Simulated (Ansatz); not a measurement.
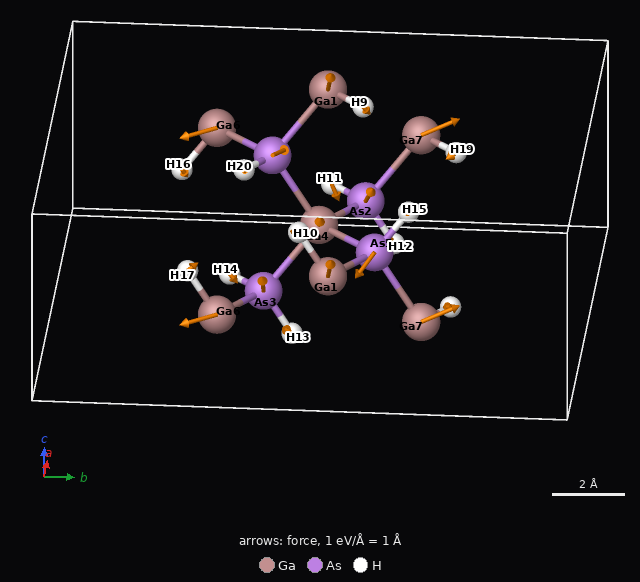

Starting geometry of a wire of composition GaAsH₃ with the computed forces as orange arrows. The picture is a ball-and-stick view of the cell of the calculation, with the vacuum cut short, seen from a free direction.

Case: wire along [0 0 1], 8 atoms a period, capped with H.

All numbers below come from DFT PBE, scalar-relativistic, plane waves, PAW (Ansatz 0.2.0).

Input
```yaml
crystal:
  lattice:
    - [15.1, 0.0, 0.0]
    - [0.0, 16.9, 0.0]
    - [0.0, 0.0, 5.7453845737]
  atoms:
    - { symbol: Ga, position: [0.6417275138, 0.5, 0.0] }
    - { symbol: As, position: [0.3563607303, 0.5849908961, 0.75] }
    - { symbol: As, position: [0.3563607303, 0.4150091039, 0.25] }
    - { symbol: Ga, position: [0.4514829915, 0.5, 0.5] }
    - { symbol: As, position: [0.5466052526, 0.5849908961, 0.25] }
    - { symbol: Ga, position: [0.4514829915, 0.3300182079, 0.0] }
    - { symbol: Ga, position: [0.4514829915, 0.6699817921, 0.0] }
    - { symbol: As, position: [0.5466052526, 0.4150091039, 0.75] }
    - { symbol: H, position: [0.7017566477, 0.5536354984, 0.8422316364] }
    - { symbol: H, position: [0.7017566477, 0.4463645016, 0.1577683636] }
    - { symbol: H, position: [0.2982433523, 0.5330635346, 0.9027438935] }
    - { symbol: H, position: [0.2982433523, 0.6369182575, 0.5972561065] }
    - { symbol: H, position: [0.2982433523, 0.4669364654, 0.0972561065] }
    - { symbol: H, position: [0.2982433523, 0.3630817425, 0.4027438935] }
    - { symbol: H, position: [0.6047226307, 0.6369182575, 0.4027438935] }
    - { symbol: H, position: [0.3914538575, 0.2763827095, 0.8422316364] }
    - { symbol: H, position: [0.5115121254, 0.2763827095, 0.1577683636] }
    - { symbol: H, position: [0.3914538575, 0.7236172905, 0.1577683636] }
    - { symbol: H, position: [0.5115121254, 0.7236172905, 0.8422316364] }
    - { symbol: H, position: [0.6047226307, 0.3630817425, 0.5972561065] }
basis:
  ecutwfc: 420
kpoints:
  mp_grid: { grid: [1, 1, 10] }
hamiltonian:
  xc: pbe
scf:
  occupations: { method: gaussian, width: 0.05 }
output:
  forces: true
  stress: true
  eigenvalues: true
  populations: true
  write_density: true
  write_potential: true
  elf: true
  volumetric_format: npy
relax:
  adjacent_minimum: "off"
  f_tol: 0.02
  max_steps: 45
  cell: { fix: [a, b, alpha, beta, gamma], stress_tol: 0.03 }
```

Command:
```bash
ansatz run input.yaml --threads 4 --pin off --max-ram 9216MiB --backend cpu --events-out ev --progress --plain --runs-dir out
```

Is this structure relaxed? If not, where do the atoms go?

Answer. It isn't relaxed: the largest force vector, on Ga atoms, is 1.19 eV/Å. The final displacements follow the starting forces only in part (cosine between the two patterns 0.44). The largest moves relative to the layer's centre, 0.54 Å, are those of H16 and H18. Largest moves by element: H 0.54 Å, Ga 0.31 Å, As 0.30 Å. Along the periodic axis the drawn cell goes c 5.745 → 5.897 Å (+2.6 %). Some distances before and after: As2–Ga7 2.488 → 2.559 Å, Ga1–As5 2.488 → 2.528 Å, Ga4–As5 2.488 → 2.452 Å, As5–Ga7 2.488 → 2.506 Å. Among the angles between lasting bonds that change: H18–Ga7–H19 109.5° → 125.7°, As5–Ga1–As8 109.5° → 96.5°, H11–As2–H12 109.5° → 96.8°. The energy falls by 0.995 eV per cell of the calculation in 12 accepted moves (14 points after the start). The largest force component goes from 1.1 to 0.013 eV/Å. The line search rejected the trial step at point 5 of the run. The SCF was repeated once at an unchanged geometry on a basis and grid sized afresh for the cell, which shifted the energy by 5.4 meV per cell of the calculation at most. The run took 6.2 min on 4 threads of Intel(R) Xeon(R) Platinum 8259CL CPU @ 2.50GHz (Skylake/Cascade Lake), with other jobs on the host, peak memory 2.9 GiB.
